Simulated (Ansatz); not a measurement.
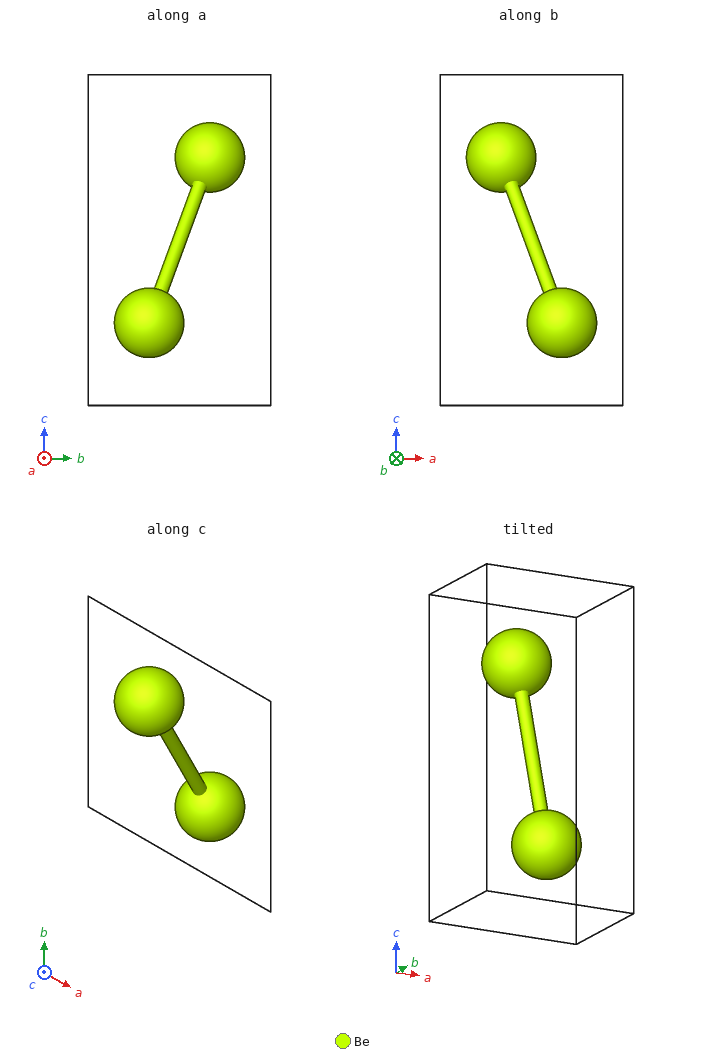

The image is a ball-and-stick drawing of a crystal, viewed along the a axis, along the b axis, along the c axis and slightly off an axis. The conventional unit cell is drawn as a box.

Lattice parameters: a = 2.3731 Å, b = 2.3731 Å, c = 3.7271 Å, α = 90.000°, β = 90.000°, γ = 120.000°.

> Convert the drawing into a CIF with its space group and independent sites.

```cif
data_structure
_symmetry_space_group_name_H-M 'P 63/m m c'
_symmetry_Int_Tables_number 194
_cell_length_a 2.3731
_cell_length_b 2.3731
_cell_length_c 3.7271
_cell_angle_alpha 90.000
_cell_angle_beta 90.000
_cell_angle_gamma 120.000
_cell_volume 18.18
loop_
_atom_site_label
_atom_site_type_symbol
_atom_site_symmetry_multiplicity
_atom_site_Wyckoff_symbol
_atom_site_fract_x
_atom_site_fract_y
_atom_site_fract_z
_atom_site_occupancy
Be1 Be 2 d 0.3333 0.6667 0.7500 1
```

It goes back to a structure type filled with this element by a generator (whether the element takes this form wasn't checked). Earlier steps of the study may have refined or changed the cell and positions. Ansatz was used for an electronic-structure calculation on it.

At this level of theory the cell isn't at rest (stretched, at -11 GPa), so its distances can differ from those at equilibrium, the more so the softer the solid.
